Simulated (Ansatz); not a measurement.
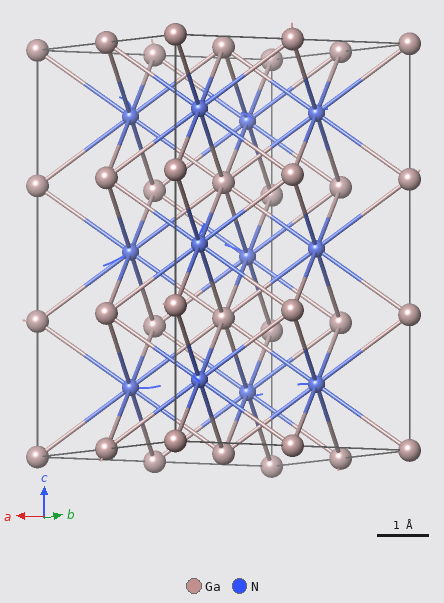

First-principles dynamics of a 24-atom cell of GaN (built on the CsCl type), 30 fs long. Lines trace each atom's path, in the colour of its element; spheres stand at the starting positions. Seen from a free direction in the simulation cell.

The calculation used DFT, PBE, plane waves, PAW in Ansatz 0.2.0. Settings: plane-wave cutoff 420 eV; k-point mesh 2 × 2 × 2; Fermi-Dirac smearing 0.086 eV; Langevin thermostat and barostat (NPT); set temperature 1000 K; time step 1.5 fs.

Question: What do the traces tell about the motion?

Answer: Root-mean-square distances from the starting positions over the second half, with the common drift of all atoms taken out: N 0.32 Å, Ga 0.13 Å. The run lasts only 30 fs, too short to tell vibration from diffusion. The mean temperature in the second half is 1905 K (standard deviation 587 K). That is above the set 1000 K, because the structure releases potential energy faster than the thermostat removes it. The potential energy is still drifting at the end, so the run hasn't reached equilibrium. The potential energy in the second half lies on average 161 meV per atom below the first frame. That a heated cell lies below the ordered start is most likely an artefact of the coarse k-point mesh. The mean pressure there is 10.0 GPa. The volume ends +5.2 % from the start.

Limits of the set-up: the k-point mesh is coarse for a cell with partly filled bands.
